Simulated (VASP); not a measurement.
System: AlNi, space group Pm-3m (No. 221).

Input file:
```
PREC = Accurate
ENCUT = 520
EDIFF = 1E-7
ISMEAR = -1
SIGMA = 0.05
LREAL = False
LASPH = True
NELM = 120
ALGO = Normal
ISIF = 2
LWAVE = False
LCHARG = False
ISPIN = 2
MAGMOM = 1 0
LORBIT = 11
LMAXMIX = 4
GGA = PS
NBANDS = 18
```

Launched with:
```bash
cat potpaw_PBE.64/Ni/POTCAR potpaw_PBE.64/Al/POTCAR > POTCAR
mpirun -np 1 vasp_std > vasp.out
```

How it was computed, with VASP 6.6.1: plane-wave DFT, collinear spins; energies at scaled volumes of the given cell, shape and fractions fixed, counted from the fit's minimum, third-order Birch-Murnaghan fit. Level: PBEsol, collinear spin.

```
       setting                                 value
        k mesh                                 9×9×9
   occupations                           Fermi–Dirac
smearing width                               0.05 eV
    potentials  VASP PAW PBE potentials, recommended
   wave cutoff                                520 eV
```

What does the calculation give for the energy and pressure against volume? The volume takes the values 11.24, 11.48, 11.72, 11.96, 12.20, 12.43, 12.67 Å³/atom.

A third-order Birch–Murnaghan fit gives V0 = 11.73 Å³/atom, B0 = 173 GPa and B′ = 4.4. The energy is 11.85 meV/atom at volume 11.24 Å³/atom and 35.86 meV/atom at 12.67 Å³/atom; the lowest computed point is at volume 11.72 Å³/atom (0.00 meV/atom). The pressure falls from 8.04 GPa at volume 11.24 Å³/atom to −11.35 GPa at 12.67 Å³/atom, and changes sign near 11.73 Å³/atom.

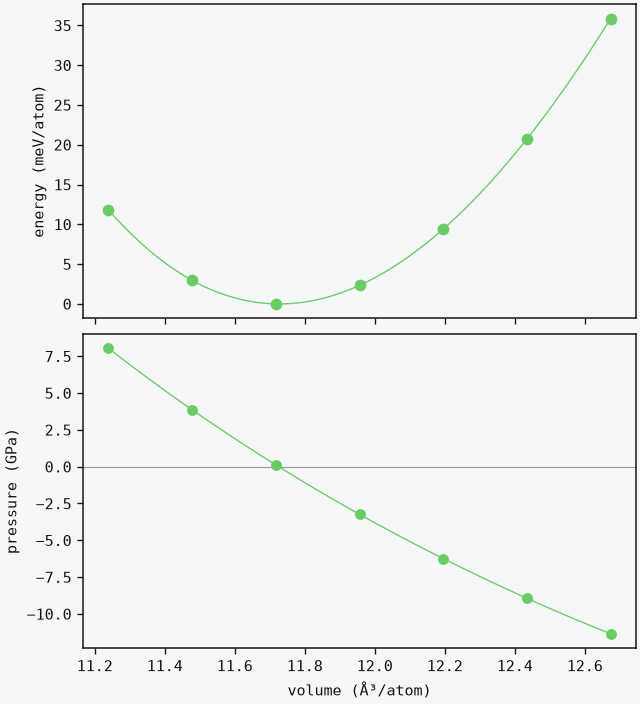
